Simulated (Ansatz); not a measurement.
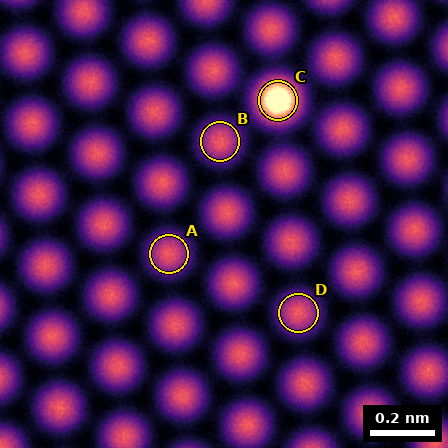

HAADF-like image of Ru (Fd-3m, No. 227) along [111]. Simulation: incoherent imaging, intensity Z^1.7 per atom, probe width 1.30 Å, thin sample. Shot noise was added.

The sample is 1 repeat (9.4 Å) thick. One point defect was put into the perfect crystal, without relaxing the atoms around it. Brightness is counted from the darkest point of the image. Host structure: the input geometry of an electronic-structure calculation (not necessarily at equilibrium); the starting structure was generated, so it need not be a known form of this composition.

Which ringed column holds the defect, and does it scatter more or less than its equals?

C; it scatters more. The column holds 2 atoms (Ru) through the sample, and one Ru atom is replaced by Os, so its peak rises to about 195 % of that of its equals.
